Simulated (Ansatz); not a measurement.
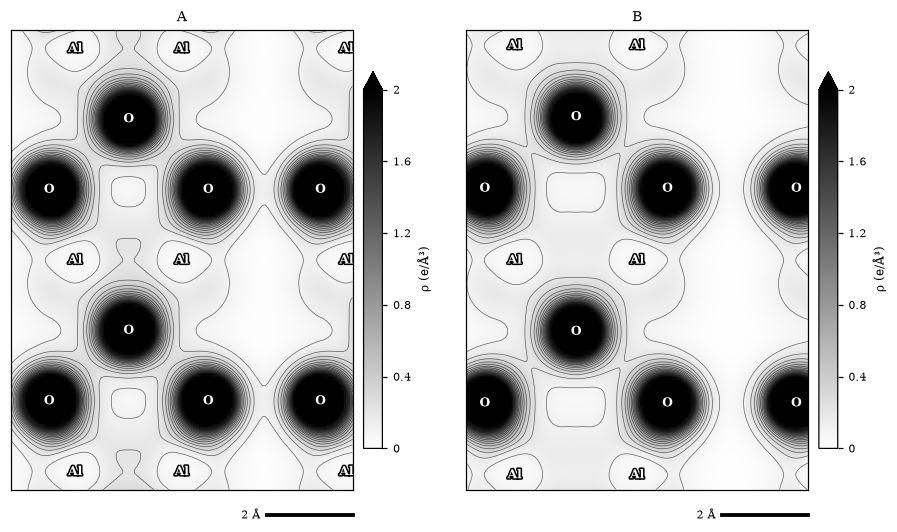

Al$_{2}$O$_{3}$. The valence electron density of two cells that differ in size and shape, on the (110) plane of each (indices in the axes of the calculation cell), at one length scale and on one colour scale: B has 10.5 Å³ an atom and A 8.8.

Computed with DFT LDA+D3(BJ), scalar-relativistic, plane waves, PAW (Ansatz).

In a PAW calculation such maps are meaningful between the atoms, not at the nuclei.

What changes from the larger cell to the smaller?

Answer. From the larger cell to the smaller, Al–O goes from 1.81 to 1.75 Å, and the density at its midpoint from 0.73 to 0.81 e/Å³; the pressure goes from −15 to 13 GPa; the Kohn–Sham gap goes from 4.2 eV to 4.1 eV.
